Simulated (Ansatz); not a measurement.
```xyz
4
Lattice="2.8072 0.0000 0.0000 -1.4036 2.4311 0.0000 0.0000 0.0000 20.1193" Properties=species:S:1:pos:R:3 pbc="T T T"
Pt    1.4036    0.8104    3.9999
Pt    0.0000    1.6207    6.3096
Pt    2.6907    0.1492    8.6690
H    -0.2339    0.4052   10.2001
```

A point of a scan over the structure, not its minimum; computed without spin polarisation; PAW files of the earlier set (soft_1).

These are results of DFT PBE, scalar-relativistic, plane waves, PAW in Ansatz, not measurements.

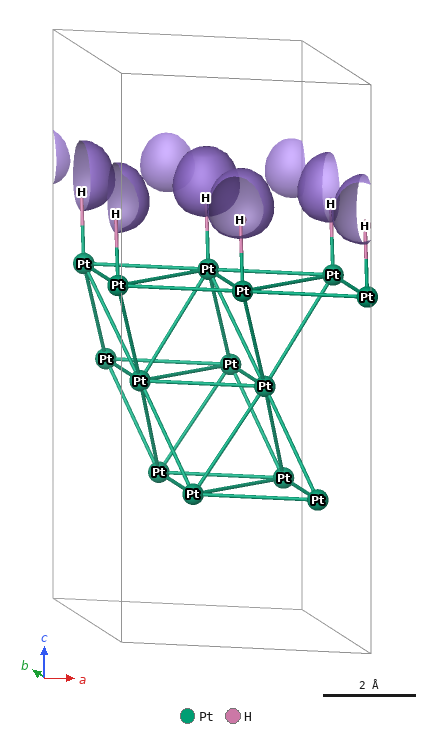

HPt3 (slab). Isosurface of the ELF at 0.8 (purple), seen slightly off an axis. Core shells and regions of very low density are left out. Sticks mark near contacts.

In a PAW calculation such maps are meaningful between the atoms, not at the nuclei.

### Identify the bonds, lone pairs and shells in this picture.

At this value the surface marks out one region around a hydrogen nucleus, counted in one cell of 4 atoms. Counts are for one cell; the picture repeats the cell along the surface.

Values along the shortest contacts:
Pt–H (1.56 Å): the ELF climbs to about 1 towards the hydrogen. Pt–Pt (2.78 Å): the ELF is about 0.25 at the midpoint: no shared electron pair shows on this line.
